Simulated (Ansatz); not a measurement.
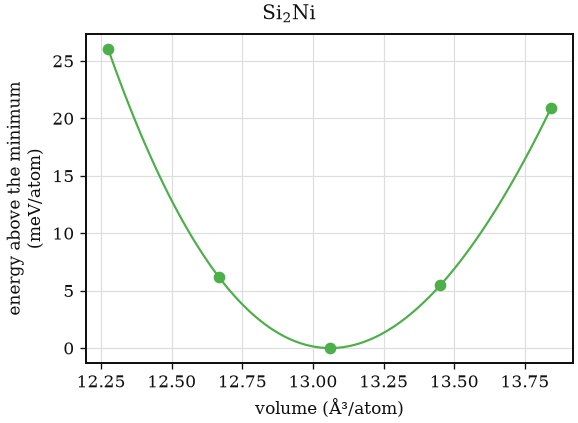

The picture above shows the energy above the minimum against volume for Si₂Ni, space group Fm-3m (No. 225).

Starting cell:
```
Si Ni
1.0
     0.00000    2.69567    2.69567
     2.69567    0.00000    2.69567
     2.69567    2.69567    0.00000
Si Ni
2 1
Direct
  0.25000 0.25000 0.25000
  0.75000 0.75000 0.75000
  0.00000 0.00000 0.00000
```

How it was computed, with Ansatz 0.2.0: third-order Birch-Murnaghan fit to density functional energies at scaled volumes of the given relaxed cell, shape and atoms relaxed at each volume; energies count from the fitted minimum; plane waves with PAW datasets, Γ-centred k mesh. Level: PBEsol, no spin polarisation.

wave cutoff 420 eV; k mesh 14×14×14; occupations Gaussian; smearing width 0.1 eV.

From this curve and the settings, what does the calculation give for the pressure at the same points?

The pressure falls from 11.20 GPa at volume 12.275 Å³/atom to −8.16 GPa at 13.843 Å³/atom, and changes sign near 13.06 Å³/atom.

```json
{"volume (Å³/atom)": "12.275", "pressure (GPa)": "11.20"}
{"volume (Å³/atom)": "12.667", "pressure (GPa)": "5.18"}
{"volume (Å³/atom)": "13.059", "pressure (GPa)": "0.01"}
{"volume (Å³/atom)": "13.451", "pressure (GPa)": "-4.39"}
{"volume (Å³/atom)": "13.843", "pressure (GPa)": "-8.16"}
```

Note: no spin polarisation, a magnetic state may lie lower.
